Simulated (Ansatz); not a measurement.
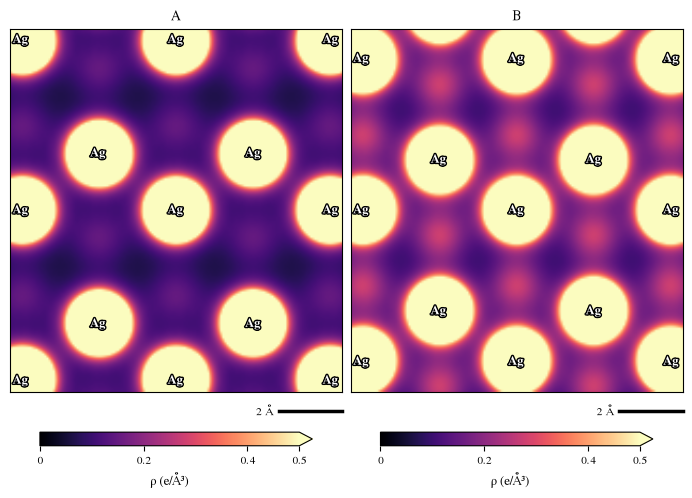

Ag. The valence electron density of two cells that differ in size and shape, on the (110) plane of each (indices in the axes of the calculation cell), at one length scale and on one colour scale; one has 16.0 and the other 20.3 Å³ an atom.

Space group P6₃/mmc.

Computed with Ansatz 0.2.0, DFT PBEsol, scalar-relativistic, plane waves, PAW.

Core electrons are frozen (PAW), and the valence fields are smoothed inside the atomic spheres.

The larger cell:

```
CELL_PARAMETERS angstrom
3.09643 0.00000 0.00000
-1.54821 2.68159 0.00000
0.00000 0.00000 4.87834
ATOMIC_POSITIONS crystal
Ag 0.33333 0.66667 0.25000
Ag 0.66667 0.33333 0.75000
```

The smaller cell: a = 2.752 Å, b = 2.752 Å, c = 4.878 Å, α = 90.00°, β = 90.00°, γ = 120.00°.

Which is the denser cell? Describe the effect of the change.

Answer. Panel B is the smaller cell, by 21 % in volume. From the larger cell to the smaller, Ag–Ag goes from 3.02 to 2.91 Å, and the density at its midpoint from 0.17 to 0.22 e/Å³; the pressure goes from −13 to 7 GPa.
